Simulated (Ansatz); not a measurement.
**Ge: density, localisation and related maps**

Input file:

```
crystal:
  lattice:
    - [3.9969678642, 0.0, 0.0]
    - [-1.9984839321, 3.4614757085, 0.0]
    - [0.0, 0.0, 6.596365133]
  atoms:
    - { symbol: Ge, position: [0.6457378944, 0.3180124087, 0.0629118565] }
    - { symbol: Ge, position: [0.3542621056, 0.6819875913, 0.5629118565] }
    - { symbol: Ge, position: [0.687595439, 0.348654258, 0.4370881435] }
    - { symbol: Ge, position: [0.312404561, 0.651345742, 0.9370881435] }
basis:
  ecutwfc: 420
kpoints:
  mp_grid: { grid: [12, 12, 8] }
hamiltonian:
  xc: pbesol
scf:
  occupations: { method: gaussian, width: 0.15 }
output:
  forces: true
  stress: true
  eigenvalues: true
  write_density: true
  write_potential: true
  elf: true
  volumetric_format: npy
```

Launched as:

```sh
ansatz run input.yaml --threads 2 --pin off --max-ram 5120MiB --backend cpu --events-out ev --progress --plain --runs-dir out
```

Below, planes, directions and counts refer to the conventional cell (a = 4.00 Å, b = 6.60 Å, c = 4.00 Å, α = 90.00°, β = 120.00°, γ = 90.00°).

Space group P2₁; a structure from a database of computed crystals, not necessarily the ambient phase.

All numbers below come from Ansatz, DFT PBEsol, scalar-relativistic, plane waves, PAW.

In a PAW calculation such maps are meaningful between the atoms, not at the nuclei.

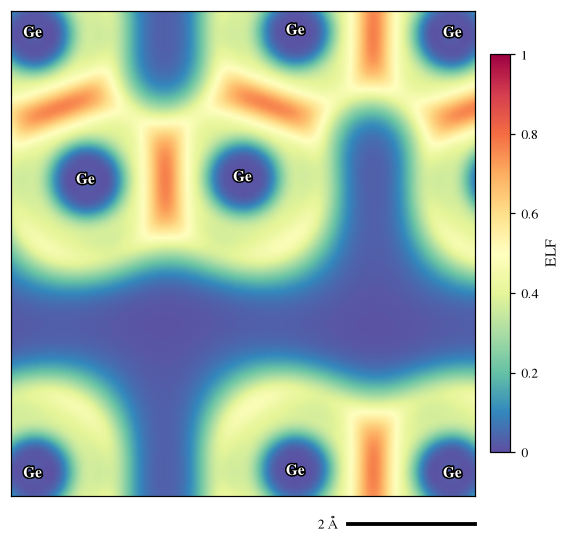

Figure 1. Electron localisation function on the (101) plane of the conventional cell.

What does the map show?

- The plane passes through Ge nuclei.
- Ge–Ge (2.45 Å): the ELF peaks at about 0.75 between the atoms (localised, covalent bonding).

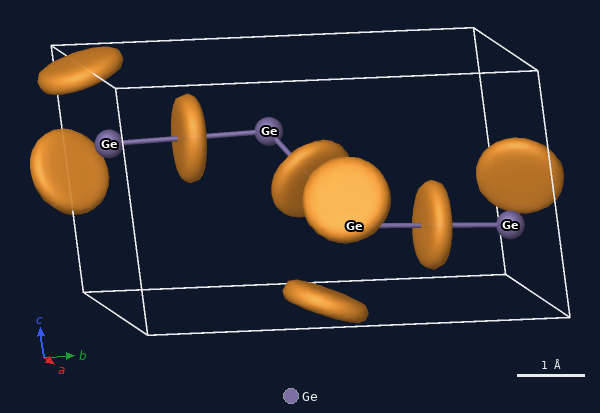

Figure 2. Isosurface of the ELF at 0.65 (orange), seen slightly off an axis. Core shells and regions of very low density are left out. Sticks mark near contacts.

Identify the bonds, lone pairs and shells in this picture.

The ELF exceeds this value in eight regions between bonded Ge–Ge atoms (shared pairs), counted in one cell of 4 atoms. Any copies at cell faces, edges or corners count once.
